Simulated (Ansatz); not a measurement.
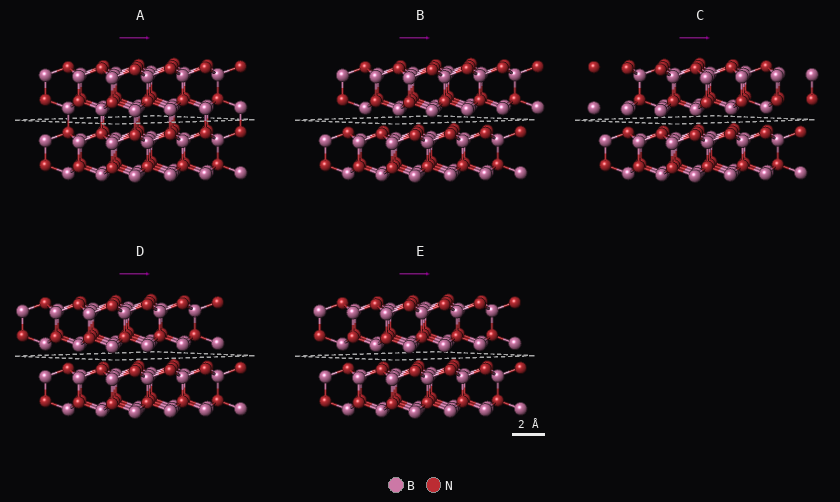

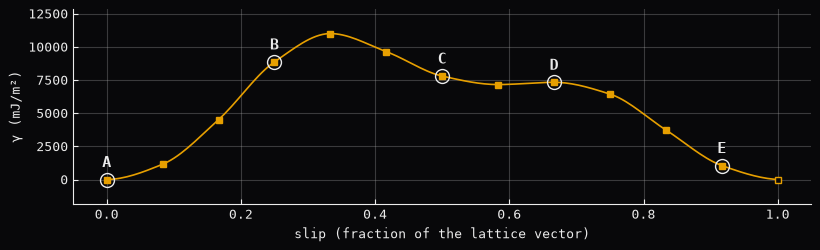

A scan of a crystal of BN (P6_3mc): the crystal above a cut along the (0 0 1) plane of the conventional cell (between a plane of N below and one of B above, 1.58 Å apart) is slid rigidly by fractions of an in-plane lattice vector 4.42 Å long (a generalised stacking fault). One cut stands in each cell, which starts 12.7 Å high; nothing is relaxed, and the dashed outline marks the cut, the arrow on top the direction of slip. The lettered frames are marked on the plot. Hollow markers are points alike by symmetry, not computed again. A ball-and-stick model of the layers on both sides of the cut, seen from the side, nearly along the cut plane.

Level of theory: DFT PBE, scalar-relativistic, plane waves, PAW in Ansatz. (plane-wave cutoff 420 eV; k-point mesh 10 × 10 × 2; occupations gaussian; smearing width 0.05 eV; no spin polarisation). Energies (free energies at the smearing named) are counted from the relaxed crystal.

**Read off the main features of the energy profile.**

The curve starts and ends at zero, since a full lattice vector restores the crystal. Its highest computed point is 11001 mJ/m² at slip 0.333, which the unstable stacking-fault energy of this rigid path equals or slightly exceeds. No local minimum shows among the points, so there is no metastable fault on this line. The path isn't symmetric about half-way. Relaxation across the fault would lower the values.
